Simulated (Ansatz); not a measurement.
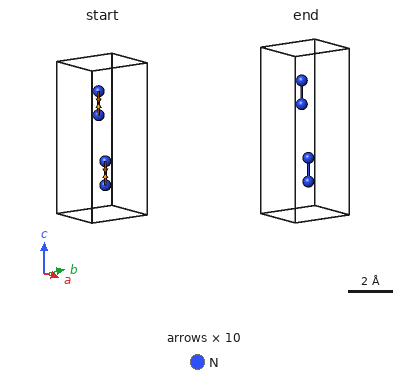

The structure of a crystal of N (built on the database_194 type) (coarse preliminary run) before (left) and after (right) a relaxation, at one scale. The orange arrows give the displacements (the part carried along by the change of the cell is left out), magnified 10 times.

Style: ball-and-stick. Shown: the cell of the calculation, slightly off an axis.

Case: structure listed in a database for this formula (P6_3/mmc, No. 194).

Level of theory: DFT r2SCAN, scalar-relativistic, plane waves, PAW (Ansatz 0.2.0).

Input
```yaml
crystal:
  lattice:
    - [4.1672328106, 0.0, 0.0]
    - [-2.0836164053, 3.6089294775, 0.0]
    - [0.0, 0.0, 7.00600351]
  atoms:
    - { symbol: "N", position: [0.33333333, 0.66666667, 0.32893004] }
    - { symbol: "N", position: [0.33333333, 0.66666667, 0.17106996] }
    - { symbol: "N", position: [0.66666667, 0.33333333, 0.82893004] }
    - { symbol: "N", position: [0.66666667, 0.33333333, 0.67106996] }
basis:
  ecutwfc: 500
kpoints:
  mp_grid: { grid: [6, 6, 4] }
hamiltonian:
  xc: r2scan
scf:
  occupations: { method: gaussian, width: 0.1 }
  lower_state_search: "off"
output:
  forces: true
  stress: true
  eigenvalues: true
relax:
  adjacent_minimum: "off"
  f_tol: 0.04
  max_steps: 70
  cell: { stress_tol: 0.4 }
```

Q: What changed between the two?

A: The largest moves relative to the cell, 0.058 Å, are those of N1, N2, N3 and N4. N4 goes along +c. The drawn cell changes as follows: a = b 4.167 → 4.083 Å (−2.0 %), c 7.006 → 7.666 Å (+9.4 %); the volume changes by +5.0 %. Near-neighbour distances that change, for instance: N1–N2 1.106 → 1.093 Å. The space group stays P6_3/mmc (No. 194). After 8 accepted moves (13 points after the start) the energy has fallen by 7.9 meV per atom. Largest force component: 1.8 eV/Å at the start, 0.017 eV/Å at the end. Pressure: −1.93 GPa at the start and 0.00 GPa at the end. The line search rejected the trial steps at points 5, 10, 11 of the run. At 2 points the geometry stayed and the basis and grid were re-selected for the new cell (energy shift of 0.8 meV per atom at most each time). The run took of the order of 26 core-seconds on a shared host.
